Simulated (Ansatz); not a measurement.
## Run report: Ta₄N₅, geometry relaxation (part 3 of 3)

The same run, continued: Ta₄N₅ (slab, 9 atoms in the cell); DFT r2SCAN, scalar-relativistic, plane waves, PAW, no spin polarisation (Ansatz 0.2.0); cutoff 500 eV, 12×12×1 k-mesh, Gaussian smearing of 0.1 eV. The structure derives from an entry of the Crystallography Open Database. It belongs to a series of runs on one base structure; here: (1 1 1) slab, atoms relaxed.

Geometry of the input (Å; fractional positions):
```
3.1088  0.0000  0.0000
-1.5544  2.6923  0.0000
0.0000  0.0000  25.1534
N  0.6667  0.3333  0.2982
Ta 0.0000  0.0000  0.3486
N  0.3333  0.6667  0.3991
Ta 0.6667  0.3333  0.4495
N  0.0000  0.0000  0.5000
Ta 0.3333  0.6667  0.5505
N  0.6667  0.3333  0.6009
Ta 0.0000  0.0000  0.6514
N  0.3333  0.6667  0.7018
```

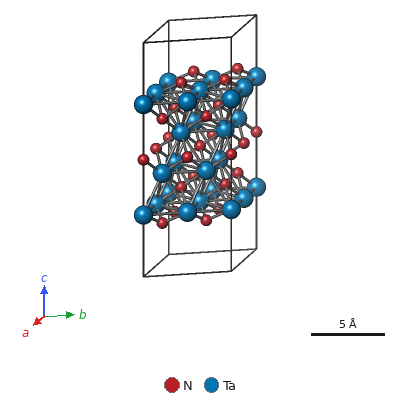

Fig. 1: The geometry at step 5 of the log (ball-and-stick view of the 2 × 2 repeat of the cell, with the vacuum cut short, seen slightly off an axis).

The program's output, continued:
```
SCF iter   1: F=—  HF=-41710.027435 eV  |F-HF|=—  |Δ(HF+E_count)|=         —  Δρ=4.52e-6  dr2=7.12e-8  dr2_τ=2.67e-9  ethr=9.24e-11  p=-0.000 e·Å  D=-1.57e-8 V/Å  ΔV_dip=0.00 eV  dr2_dipole=2.34e-13  V_vac-E_F(+/−)=5.54/5.54 eV  ⟨swp⟩=1.0  Hψ=2714  notcnv=0
efield: sawtooth ramp at fractional position 0.9800 (kept from the solve that this one continues, or follows in the run), width 0.0400; the density the first Hamiltonian is built on has a dipole p = -0.000 e·Å; the dipole correction subtracts the counter field D = -1.57e-8 V/Å, which shifts the + side's vacuum level by +0.00 eV against the − side's; the planar-averaged density in the ramp window peaks in size at 2.3e-7 e/Å³
SCF iter   2: F=-41710.027435 eV  HF=-41710.027435 eV  |F-HF|=1.86e-9  |Δ(HF+E_count)|=   3.70e-8  Δρ=1.85e-6  dr2=1.23e-8  dr2_τ=1.09e-9  ethr=9.24e-11  p=0.000 e·Å  D=2.36e-9 V/Å  ΔV_dip=-0.00 eV  dr2_dipole=1.86e-14  V_vac-E_F(+/−)=5.54/5.54 eV  ⟨swp⟩=13.3  Hψ=7674  notcnv=0
SCF 9 converged in 2 iterations: F = -41710.027435 eV  dr2 = 1.23e-8
WARN: The output density's exchange-correlation potential varies sharply where the density is thin. Do not read a vacuum level from v_tot or v_xc, or from such a field of the output density. On a cell that repeats whose density bears no net charge and no dipole along the vacuum's axis use v_es (v_loc + v_h of the components); under efield.dipole_correction with no amplitude use v_es + v_field, which holds any external_charges[].barrier, or the levels of the report's work_function block, which leave it out; under a non-zero efield.amplitude the vacuum is tilted and has no level; on a cell that repeats and bears such a dipole with no correction it is tilted too, and efield.dipole_correction with no amplitude gives each side of its ramp a level where efield: is served; in a cell that repeats whose density bears a net charge (total_charge, or a fill off its count) it is curved and has none; of a slab under crystal.periodic whose density bears no net charge use v_es, which has a level on each side, short of where the two are joined; of another it falls or rises all the way out and has none; of a slab beside external_charges read slab_vacuum_level instead, which it has where they leave it neutral. The grid or the basis barely resolves most such structure, and the values can differ between equally converged runs; as a rule a tighter scf.convergence.dr2_threshold does not remove it. Where the density itself ripples (under the LDA too) a higher basis.ecutwfc lessens it. The files hold the spikes' plane waves up to the density's cutoff. Files: v_tot_of_output_density and the like, and their columns of v_z.tsv (output.write_potential); v_xc_of_output_density and the like, and their columns of v_comp_z.tsv (output.write_potential_components). Measured: with its Gaussian average of σ = 0.25 Å subtracted twice, the exchange-correlation potential is over 0.1 eV at 7084 of the grid points where the equally averaged density (valence and model cores) is under 1e-3 e/Å³, and 0.619 eV at the most among them, at an averaged density of 4.4e-9 e/Å³. The input density's (outcome.potential() and, of a run that writes arrays, v_tot and v_xc) is over 0.1 eV, so measured, at 189 points of its own thin density, 0.358 eV at the most. See output.write_potential in the manual, Limitations
SCF converged after 2 iterations
Free energy (F): -41710.027435 eV
Harris-Foulkes:  -41710.027435 eV  (|F-HF|=1.86e-9)
Internal energy: -41710.011240 eV  (E = F + TS)
E sigma→0 (E₀):  -41710.019338 eV
Entropy (-TS):   -0.016195 eV (-1.799 meV/atom)
Fermi energy:    5.836557 eV
Dipole field:    D = -0.000000 V/Å  (p = -0.000000 e·Å, saw-weighted, corrected)
Work function:   Φ+ = 5.5406 eV   Φ− = 5.5406 eV
Levels:          The Fermi level and band energies are counted from a zero that moves with the ramp; work functions are not
--- Per-component energies (eV) ---
  E_band       = -1375.420053
  E_kinetic    = 2132.591532
  E_local      = -89121.524952  (includes V_loc(G=0)·N_el)
  E_nonlocal   = 284.409542
  E_hartree    = 43578.213912
  E_xc         = -1119.977442
  E_vxc        = -1315.460686  (∫ρ·V_xc dr)
  E_paw        = -34336.924185  (= ΣΔE_a)
  E_vpaw       = -580.763208  (= ΣTr[D̂ρ^β])
  E_aug_tail   = 0.000325  (compensation charges beyond the density's cutoff)
  E_vtau       = 68.887186  (kinetic-family band-sum trace: ∫τ·v_τ [+ j·A + Jᵃ·Aᵃ] dr)
  E_efield     = 0.000000  (sawtooth field / dipole correction)
  E_vefield    = 0.000000  (∫n·V_field dr)
  E_ewald      = 36876.372972
  E_core_change = -3.172944  (= ΣΔE_core)
  E_smearing   = -0.016195  (= −TS)
  E_closure    = 0.000000  (closes the sum)
  Σ components = -41710.027435   (vs F -41710.027435, Δ=0.00e0)
--- Forces (eV/Å), atoms counted from 1 ---
  atom   1  N      0.00000000     0.00000000    -0.00012148
  atom   2  Ta     0.00000000    -0.00000000     0.01216035
  atom   3  N     -0.00000000     0.00000000    -0.00190469
  atom   4  Ta     0.00000000     0.00000000    -0.00560087
  atom   5  N      0.00000000     0.00000000     0.00000005
  atom   6  Ta     0.00000000    -0.00000000     0.00560112
  atom   7  N      0.00000000    -0.00000000     0.00190522
  atom   8  Ta    -0.00000000     0.00000000    -0.01216045
  atom   9  N     -0.00000000    -0.00000000     0.00012079
  max |Σ_I F_I| component: 4.62e-8 eV/Å
--- Band table (eV; the first three rows and the last of 19) ---
  k-point 0: bands = ["-65.6048", "-65.6047", "-65.4281", "-65.4034", "-31.7942", "-31.6671", "-31.4408", "-31.2251", "-31.2251", "-31.2248", "-31.2248", "-31.1747", "-31.0883", "-31.0883", "-31.0552", "-31.0552", "-13.5368", "-12.8358", "-11.8656", "-10.2037", "-10.0009", "-3.7084", "-1.9214", "-1.5288", "-1.5288", "-1.0625", "-1.0625", "-0.3373", "-0.1103", "-0.1103", "1.2439", "1.5942", "1.5942", "2.2523", "2.5444", "2.5444", "4.6916", "4.6916", "4.6964", "5.7236", "5.7236", "5.8691", "6.6012", "6.6012", "7.4652", "7.4652", "7.5064", "8.0566"]
  k-point 1: bands = ["-65.6020", "-65.6019", "-65.4251", "-65.4011", "-31.7768", "-31.6574", "-31.4432", "-31.2826", "-31.2707", "-31.2363", "-31.2359", "-31.1760", "-31.1235", "-31.1005", "-31.0956", "-31.0614", "-13.4004", "-12.7273", "-11.8261", "-10.2012", "-10.0532", "-3.6364", "-2.0461", "-1.4697", "-1.4510", "-1.0318", "-0.9826", "-0.3958", "-0.2045", "-0.0667", "0.9906", "1.4200", "1.5603", "1.9412", "2.2340", "2.6115", "4.4333", "4.9806", "5.0512", "5.5980", "5.8651", "6.0538", "6.7269", "6.8165", "7.1120", "7.4529", "7.8789", "8.2195"]
  k-point 2: bands = ["-65.5943", "-65.5942", "-65.4169", "-65.3950", "-31.7286", "-31.6330", "-31.4765", "-31.4226", "-31.3767", "-31.2669", "-31.2658", "-31.2564", "-31.1970", "-31.1514", "-31.1318", "-31.0802", "-13.0286", "-12.4486", "-11.7603", "-10.1928", "-10.1420", "-3.3872", "-2.3271", "-1.3220", "-1.2705", "-1.1610", "-0.7969", "-0.6550", "-0.4165", "0.0156", "0.5288", "0.8480", "1.4685", "1.8090", "1.9850", "2.3730", "3.9315", "5.3311", "5.3880", "5.6659", "6.4657", "6.5411", "6.7672", "7.0093", "7.5951", "7.8100", "8.1228", "8.4923"]
  k-point 18: bands = ["-65.5571", "-65.5571", "-65.3715", "-65.3715", "-31.7790", "-31.7790", "-31.6969", "-31.6969", "-31.6340", "-31.5341", "-31.5310", "-31.5310", "-31.3956", "-31.3510", "-31.2394", "-31.2394", "-11.7305", "-11.5821", "-11.5821", "-9.7163", "-9.7163", "-2.6929", "-2.6929", "-2.1408", "-2.0836", "-1.1964", "-1.1964", "-1.0976", "-1.0041", "-1.0041", "0.0778", "0.0778", "1.9298", "1.9591", "2.4642", "2.4642", "5.7770", "5.8336", "5.8336", "6.7474", "7.1553", "7.1553", "7.2881", "8.2549", "8.3067", "8.3067", "9.0583", "9.0583"]
--- Relaxed structure (8 steps of the walk, 6 accepted, 0 SCFs on fresh bases) ---
  F+E_penalty+E_count = -41710.02743521 eV   max|allowed force component| = 1.227e-2 eV/Å
  atoms:
    - { symbol: N, position: [0.6666666666666666, 0.33333333333333337, 0.3080712013232708] }
    - { symbol: Ta, position: [-2.3222341058195363e-32, -1.4120149357359193e-31, 0.34362770538860027] }
    - { symbol: N, position: [0.3333333333333333, 0.6666666666666667, 0.397079076811948] }
    - { symbol: Ta, position: [0.6666666666666666, 0.33333333333333337, 0.4484594643845631] }
    - { symbol: N, position: [6.923563141044067e-32, 1.3771684410097728e-32, 0.49999999974684933] }
    - { symbol: Ta, position: [0.3333333333333333, 0.6666666666666667, 0.5515405349552779] }
    - { symbol: N, position: [0.6666666666666666, 0.33333333333333337, 0.6029209220088986] }
    - { symbol: Ta, position: [3.090693742204147e-32, 4.4453953406437213e-32, 0.6563722949981673] }
    - { symbol: N, position: [0.3333333333333333, 0.6666666666666667, 0.6919288003824249] }
```

Trajectory as extended XYZ (Å, eV, eV/Å), 8 frames, from step=1 to step=8:
```
9
Lattice="3.1088 0.0000 0.0000 -1.5544 2.6923 0.0000 0.0000 0.0000 25.1534" Properties=species:S:1:pos:R:3:forces:R:3 step=1 energy=-41707.73605
N     1.5544    0.8974    7.5000    0.0000   0.0000   5.4275
Ta    0.0000    0.0000    8.7692    0.0000   0.0000  -5.8644
N     0.0000    1.7949   10.0383    0.0000   0.0000   0.1439
Ta    1.5544    0.8974   11.3075    0.0000   0.0000  -0.1526
N     0.0000    0.0000   12.5767    0.0000   0.0000   0.0000
Ta    0.0000    1.7949   13.8458    0.0000   0.0000   0.1526
N     1.5544    0.8974   15.1150    0.0000   0.0000  -0.1439
Ta    0.0000    0.0000   16.3842    0.0000   0.0000   5.8645
N     0.0000    1.7949   17.6534    0.0000   0.0000  -5.4275
9
Lattice="3.1088 0.0000 0.0000 -1.5544 2.6923 0.0000 0.0000 0.0000 25.1534" Properties=species:S:1:pos:R:3:forces:R:3 step=2 energy=-41709.98955
N     1.5544    0.8974    7.6948    0.0000   0.0000   0.8038
Ta    0.0000    0.0000    8.6310    0.0000   0.0000  -0.5318
N     0.0000    1.7949    9.9872    0.0000   0.0000  -0.1258
Ta    1.5544    0.8974   11.2840    0.0000   0.0000  -0.1423
N     0.0000    0.0000   12.5767    0.0000   0.0000   0.0000
Ta    0.0000    1.7949   13.8693    0.0000   0.0000   0.1423
N     1.5544    0.8974   15.1661    0.0000   0.0000   0.1258
Ta    0.0000    0.0000   16.5223    0.0000   0.0000   0.5318
N     0.0000    1.7949   17.4586    0.0000   0.0000  -0.8038
9
Lattice="3.1088 0.0000 0.0000 -1.5544 2.6923 0.0000 0.0000 0.0000 25.1534" Properties=species:S:1:pos:R:3:forces:R:3 step=3 energy=-41710.02294
N     1.5544    0.8974    7.7790    0.0000   0.0000  -0.1304
Ta    0.0000    0.0000    8.6683    0.0000   0.0000  -0.0770
N     0.0000    1.7949   10.0015    0.0000   0.0000   0.0529
Ta    1.5544    0.8974   11.2851    0.0000   0.0000   0.0662
N     0.0000    0.0000   12.5767    0.0000   0.0000   0.0000
Ta    0.0000    1.7949   13.8683    0.0000   0.0000  -0.0662
N     1.5544    0.8974   15.1519    0.0000   0.0000  -0.0529
Ta    0.0000    0.0000   16.4850    0.0000   0.0000   0.0770
N     0.0000    1.7949   17.3744    0.0000   0.0000   0.1304
9
Lattice="3.1088 0.0000 0.0000 -1.5544 2.6923 0.0000 0.0000 0.0000 25.1534" Properties=species:S:1:pos:R:3:forces:R:3 step=4 energy=-41710.02737
N     1.5544    0.8974    7.7489    0.0000   0.0000  -0.0159
Ta    0.0000    0.0000    8.6423    0.0000   0.0000   0.0429
N     0.0000    1.7949    9.9881    0.0000   0.0000  -0.0144
Ta    1.5544    0.8974   11.2804    0.0000   0.0000  -0.0049
N     0.0000    0.0000   12.5767    0.0000   0.0000   0.0000
Ta    0.0000    1.7949   13.8730    0.0000   0.0000   0.0049
N     1.5544    0.8974   15.1652    0.0000   0.0000   0.0144
Ta    0.0000    0.0000   16.5111    0.0000   0.0000  -0.0429
N     0.0000    1.7949   17.4044    0.0000   0.0000   0.0159
9
Lattice="3.1088 0.0000 0.0000 -1.5544 2.6923 0.0000 0.0000 0.0000 25.1534" Properties=species:S:1:pos:R:3:forces:R:3 step=5 energy=-41710.02737 accepted=F
N     1.5544    0.8974    7.7487    0.0000   0.0000   0.0041
Ta    0.0000    0.0000    8.6434    0.0000   0.0000  -0.0101
N     0.0000    1.7949    9.9859    0.0000   0.0000   0.0325
Ta    1.5544    0.8974   11.2806    0.0000   0.0000  -0.0241
N     0.0000    0.0000   12.5767    0.0000   0.0000   0.0000
Ta    0.0000    1.7949   13.8728    0.0000   0.0000   0.0241
N     1.5544    0.8974   15.1675    0.0000   0.0000  -0.0325
Ta    0.0000    0.0000   16.5099    0.0000   0.0000   0.0101
N     0.0000    1.7949   17.4046    0.0000   0.0000  -0.0041
9
Lattice="3.1088 0.0000 0.0000 -1.5544 2.6923 0.0000 0.0000 0.0000 25.1534" Properties=species:S:1:pos:R:3:forces:R:3 step=6 energy=-41710.02737
N     1.5544    0.8974    7.7489    0.0000   0.0000  -0.0161
Ta    0.0000    0.0000    8.6423    0.0000   0.0000   0.0433
N     0.0000    1.7949    9.9881    0.0000   0.0000  -0.0148
Ta    1.5544    0.8974   11.2804    0.0000   0.0000  -0.0048
N     0.0000    0.0000   12.5767    0.0000   0.0000   0.0000
Ta    0.0000    1.7949   13.8730    0.0000   0.0000   0.0048
N     1.5544    0.8974   15.1652    0.0000   0.0000   0.0148
Ta    0.0000    0.0000   16.5111    0.0000   0.0000  -0.0433
N     0.0000    1.7949   17.4044    0.0000   0.0000   0.0161
9
Lattice="3.1088 0.0000 0.0000 -1.5544 2.6923 0.0000 0.0000 0.0000 25.1534" Properties=species:S:1:pos:R:3:forces:R:3 step=7 energy=-41710.02736 accepted=F
N     1.5544    0.8974    7.7487    0.0000   0.0000   0.0039
Ta    0.0000    0.0000    8.6434    0.0000   0.0000  -0.0097
N     0.0000    1.7949    9.9859    0.0000   0.0000   0.0325
Ta    1.5544    0.8974   11.2806    0.0000   0.0000  -0.0242
N     0.0000    0.0000   12.5767    0.0000   0.0000   0.0000
Ta    0.0000    1.7949   13.8728    0.0000   0.0000   0.0242
N     1.5544    0.8974   15.1675    0.0000   0.0000  -0.0325
Ta    0.0000    0.0000   16.5100    0.0000   0.0000   0.0097
N     0.0000    1.7949   17.4047    0.0000   0.0000  -0.0039
9
Lattice="3.1088 0.0000 0.0000 -1.5544 2.6923 0.0000 0.0000 0.0000 25.1534" Properties=species:S:1:pos:R:3:forces:R:3 step=8 energy=-41710.02744
N     1.5544    0.8974    7.7490    0.0000   0.0000  -0.0002
Ta    0.0000    0.0000    8.6434    0.0000   0.0000   0.0123
N     0.0000    1.7949    9.9879    0.0000   0.0000  -0.0021
Ta    1.5544    0.8974   11.2803    0.0000   0.0000  -0.0056
N     0.0000    0.0000   12.5767    0.0000   0.0000   0.0000
Ta    0.0000    1.7949   13.8731    0.0000   0.0000   0.0056
N     1.5544    0.8974   15.1655    0.0000   0.0000   0.0021
Ta    0.0000    0.0000   16.5100    0.0000   0.0000  -0.0123
N     0.0000    1.7949   17.4043    0.0000   0.0000   0.0002
```

Key numbers:

| quantity | value |
| --- | --- |
| outcome | converged |
| electrons treated | 77 |
| free energy | −41710.0274 eV |
| work function, top face | 5.54 eV |
| work function, bottom face | 5.54 eV |
| Fermi energy | 5.837 eV |
| gap on the k-point mesh | none (metallic) |
| final volume | 210.53 Å³ |
| work function (upper face) | 5.54 eV |
| largest force (length of the vector) at the end | 0.012 eV/Å |
| hardware | 1 thread of Intel Xeon @ 2.50GHz (Skylake/Cascade Lake), 64 GiB of memory available, shared host |
| wall time | 7.5 min |
| peak memory | 1 GiB |

Notes:

Warnings of the run: the exchange-correlation potential is rough where the density is thin. Spin–orbit coupling is left out, which matters for Ta. The cell holds an odd number of electrons but the run has no spin polarisation, so it comes out as a metal.
